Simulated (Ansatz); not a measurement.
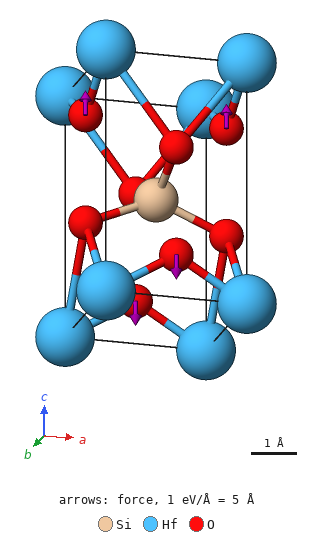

Starting geometry of a crystal of HfSiO4 (built on the tetragonal host type) with the computed forces as purple arrows. Style: ball-and-stick. Shown: the cell of the calculation, from a free direction.

Method: Ansatz, DFT, PBEsol, plane waves, PAW.

Input file:
```yaml
crystal:
  lattice:
    - [3.316116791, 0.0, 0.0]
    - [0.0, 3.316116791, 0.0]
    - [0.0, 0.0, 5.7690040846]
  atoms:
    - { symbol: Si, position: [0.5, 0.5, 0.5] }
    - { symbol: Hf, position: [0.0, 0.0, 0.0] }
    - { symbol: O, position: [0.5, 0.0, 0.6223781974] }
    - { symbol: O, position: [0.0, 0.5, 0.8245681059] }
    - { symbol: O, position: [0.0, 0.5, 0.3776218026] }
    - { symbol: O, position: [0.5, 0.0, 0.1754318941] }
kpoints:
  mp_grid: { grid: [8, 8, 4] }
hamiltonian:
  xc: pbesol
scf:
  occupations: { method: fermi_dirac, width: 0.02 }
relax:
  f_tol: 0.005
  cell: {}
```

Run as
```bash
ansatz run input.yaml --threads 2 --pin off --max-ram 29491MiB --backend cpu --events-out ev --progress --plain --runs-dir out
```

What follows when this structure is relaxed?

It isn't relaxed: the largest force vector, on O atoms, is 0.12 eV/Å. Measured relative to the changing cell, the final displacements run against the starting forces (cosine between the two patterns −0.66). After 7 accepted moves (10 points after the start) the energy has fallen by 81.3 meV per cell of the calculation. The largest force component goes from 0.12 to 0.00098 eV/Å. Pressure: −6.39 GPa at the start and −0.01 GPa at the end. The SCF was repeated 3 times at an unchanged geometry on a basis and grid sized afresh for the cell, which shifted the energy by 11.9 meV per cell of the calculation at most. The largest moves relative to the cell, 0.075 Å, are those of O3 and O5. O5 goes along −c. Hf and Si stay in place. The drawn cell changes as follows: a = b 3.316 → 3.310 Å (−0.2 %), c 5.769 → 5.447 Å (−5.6 %); the volume changes by −5.9 %. Some distances before and after: Hf2–O3 2.738 → 2.582 Å, Si1–O3 1.802 → 1.814 Å, Hf2–Hf2 3.316 → 3.310 Å, Hf2–O4 1.943 → 1.938 Å. Bond angles that change, for instance: Hf2–O3–Hf2 74.5° → 79.7°, O3–Si1–O3 133.9° → 131.7°, Si1–O3–Si1 133.9° → 131.7°. The space group stays P-4m2 (No. 115). Cost: 29 s on 2 threads of AMD EPYC 7R13 Processor (Zen 3) (shared host), peak memory 0.53 GiB.
